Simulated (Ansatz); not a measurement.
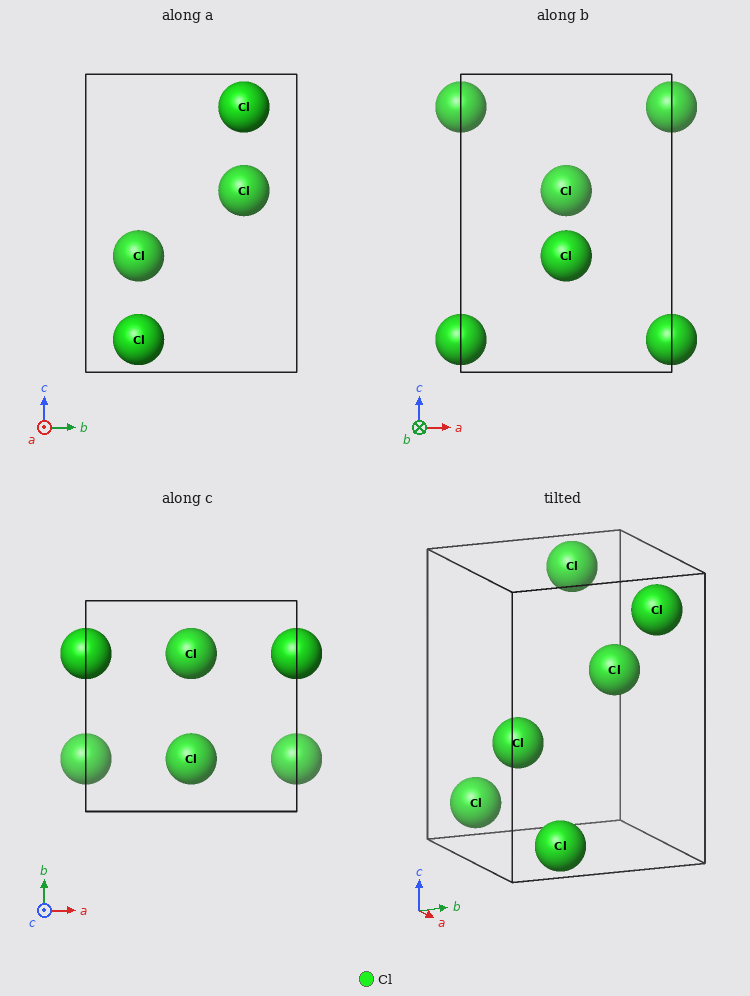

Structure drawing (spheres-only), viewed along the a axis, along the b axis, along the c axis and slightly off an axis. The edges of the conventional unit cell are marked.

Lattice parameters: a = 4.5771 Å, b = 4.5771 Å, c = 6.4729 Å, α = 90.000°, β = 90.000°, γ = 90.000°.

> Transcribe the picture into a CIF with its space group and independent sites, with free fractional coordinates to two decimals.

```cif
data_structure
_symmetry_space_group_name_H-M 'I m m a'
_symmetry_Int_Tables_number 74
_cell_length_a 4.5771
_cell_length_b 4.5771
_cell_length_c 6.4729
_cell_angle_alpha 90.000
_cell_angle_beta 90.000
_cell_angle_gamma 90.000
_cell_volume 135.60
loop_
_atom_site_label
_atom_site_type_symbol
_atom_site_symmetry_multiplicity
_atom_site_Wyckoff_symbol
_atom_site_fract_x
_atom_site_fract_y
_atom_site_fract_z
_atom_site_occupancy
Cl1 Cl 4 e 0.00 0.25 0.11 1
```

The cell started as a structure type filled with this element by a generator (whether the element takes this form wasn't checked). The cell was then strained or its atoms displaced on purpose. An electronic-structure calculation with Ansatz was run on it.

At this level of theory the run's own cell isn't at rest (forces up to 1.1 eV/Å), so its distances can differ from those at equilibrium, the more so the softer the solid.
